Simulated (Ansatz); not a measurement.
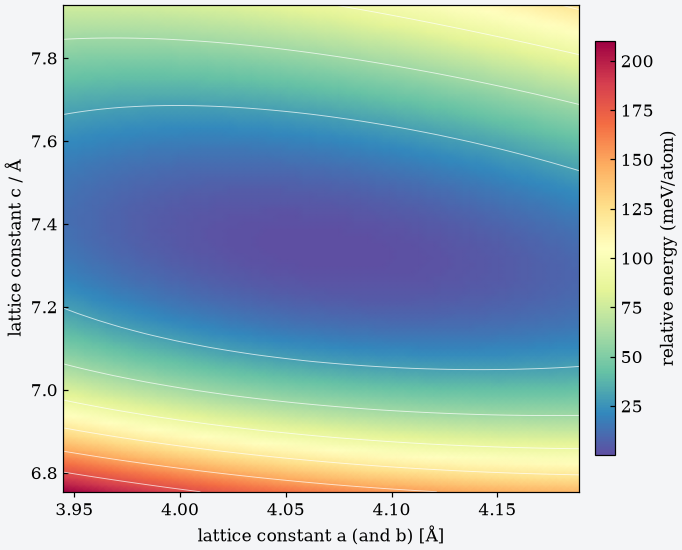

Cu₃O₂ (I4/mmm, No. 139; 5 atoms in the cell). The energy is mapped over the lattice constants a and c of the conventional cell. First axis: lattice constant a (and b). Second axis: lattice constant c. Nothing is relaxed (symmetry fixes all fractional coordinates). The grid has 7 × 7 points. Points are written as (first, second). Energies: meV/atom, counted from the lowest grid point. The runs have no spin polarisation; a magnetic state may lie lower. Computed with DFT PBE, scalar-relativistic, plane waves, PAW in Ansatz. Settings: cutoff 520 eV, k-mesh 14×14×14, gaussian smearing 0.15 eV, no spin polarisation.

Drawn: a smooth colour map with a few white contour lines. Between grid points the surface is interpolated.

The lowest grid point is at (4.067 Å, 7.341 Å). No other kind of well shows on this grid. The highest grid point, (3.945 Å, 6.754 Å), lies 210 meV/atom above the lowest.

The level of theory is changed to DFT LDA, scalar-relativistic, plane waves, PAW in Ansatz; with it change the cell, relaxed at the new level (first cell vector 4.530 Å, before 4.663 Å); the new grid has 7 × 7 points, laid about the new relaxed structure.

Question: What does this change do to the map?

Answer: The minimum (interpolated where it lies between grid points) moves from (4.067 Å, 7.341 Å) to (3.910 Å, 7.177 Å). The curvature at the minimum changes from about 8.5 to 12 eV/Å² along lattice constant a (and b) and from about 3.4 to 4.1 eV/Å² along lattice constant c (per cell).

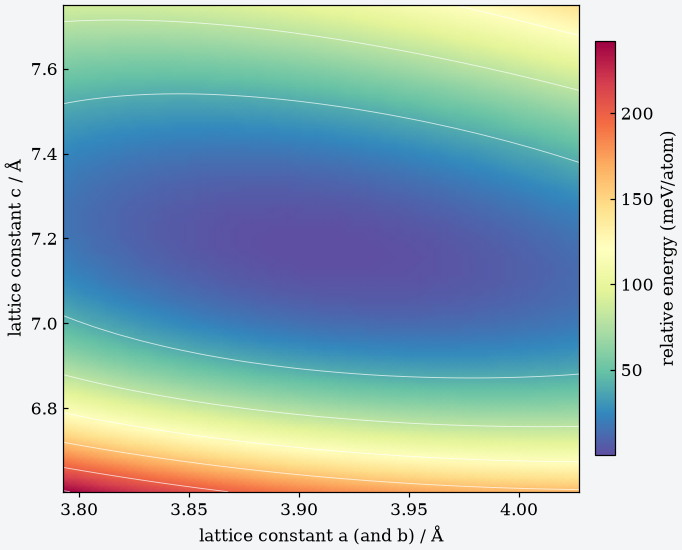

The map after the change, on a colour scale of its own. The picture shows a smooth colour map with a few white contour lines. Between grid points the surface is interpolated.

PAW datasets: the set soft_1.
